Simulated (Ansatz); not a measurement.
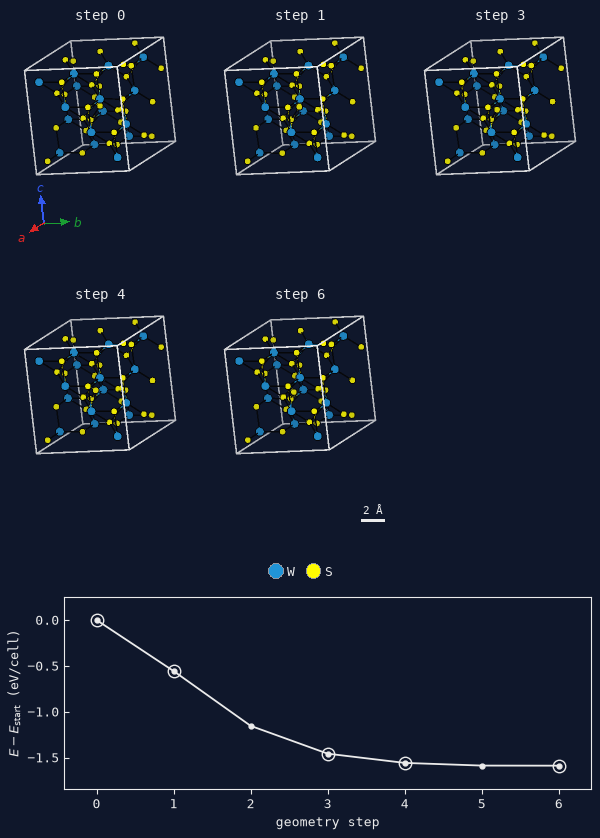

Frames of a relaxation of a defect cell of composition W16S33, marked on the history of the run. The picture is a ball-and-stick view of the cell of the calculation (origin shifted), seen slightly off an axis.

Case: S interstitial, charge +0, atoms relaxed at the host's cell.

These are results of DFT PBE, scalar-relativistic, plane waves, PAW in Ansatz, not measurements. Set-up: plane-wave cutoff 420 eV; k-point mesh 2 × 2 × 2; occupations gaussian; smearing width 0.01 eV; mesh shifted by (0.5, 0.5, 0.5); no spin polarisation; atoms relaxed in a fixed cell; force threshold 0.025 eV/Å; at most 45 steps.

What happens along the run?

An S atom moves most: 0.89 Å along [1 −2 −2]. Largest moves by element: S 0.89 Å, W 0.07 Å. The cell doesn't change. Some distances before and after: S–S 2.504 → 3.154 Å, S–S 2.512 → 1.940 Å, W–W 3.188 → 3.258 Å, W–W 3.188 → 3.154 Å. Bond angles that change, for instance: W–S–S 114.5° → 128.1°, W–S–S 136.8° → 128.4°, S–W–S 81.0° → 77.6°. After 6 geometry steps the energy has fallen by 1.588 eV per cell of the calculation. Largest force component: 2.8 eV/Å at the start, 0.01 eV/Å at the end. From step 0 to 1: an S atom moves most (0.19 Å), energy −0.556 eV per cell of the calculation. From step 1 to 3: an S atom moves most (0.38 Å), energy −0.901 eV per cell of the calculation. From step 3 to 4: an S atom moves most (0.20 Å), energy −0.101 eV per cell of the calculation. From step 4 to 6: an S atom moves most (0.23 Å), energy −30.2 meV per cell of the calculation.
